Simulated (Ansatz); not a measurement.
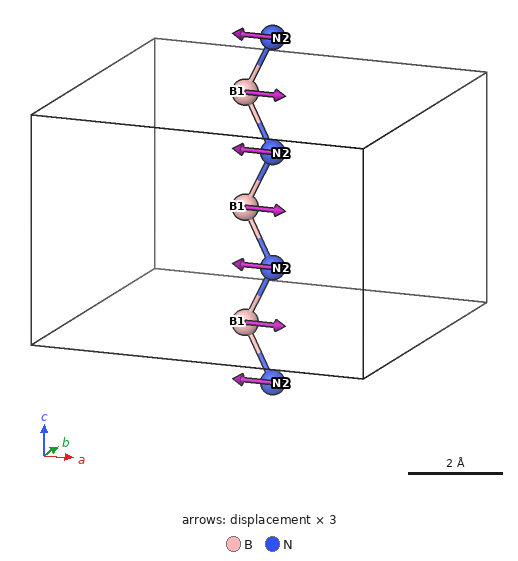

A relaxation of a wire of composition BN. The starting structure is drawn; purple arrows show the displacements (the part carried along by the change of the cell is left out), 3 times their true length.

A ball-and-stick model of the 2 repeat of the cell, with the vacuum cut short, seen slightly off an axis.

Case: zigzag chain of atoms.

All numbers below come from DFT r2SCAN, scalar-relativistic, plane waves, PAW (Ansatz). Settings: plane-wave cutoff 500 eV; k-point mesh 1 × 1 × 25; occupations gaussian; smearing width 0.05 eV; collinear spin; cell relaxed at fixed a, b, alpha, beta, gamma; force threshold 0.01 eV/Å; at most 45 steps.

### What did the optimiser do to the structure, and how much energy did it gain?

The largest moves relative to the layer's centre, 0.32 Å, are those of B1 and N2. By element the largest moves are B 0.32 Å, N 0.32 Å. Along the periodic axis the drawn cell goes c 5.064 → 5.214 Å (+3.0 %). Among the contacts that change: B1–N2 1.415 → 1.303 Å. Among the angles between lasting bonds that change: N2–B1–N2 126.9° → 180.0°, B1–N2–B1 126.9° → 180.0°. After 5 accepted moves (6 points after the start) the energy has fallen by 1.495 eV per cell of the calculation. Largest force component: 6.1 eV/Å at the start, under 0.0001 eV/Å at the end. At 1 point the geometry stayed and the basis and grid were re-selected for the new cell (energy shift of 0.2 meV per cell of the calculation at most each time). The program noted that the starting moments weren't kept. Cost: 7.7 min on 2 threads of Intel(R) Xeon(R) Processor @ 2.50GHz (Skylake/Cascade Lake), with other jobs on the host, peak memory 0.91 GiB.
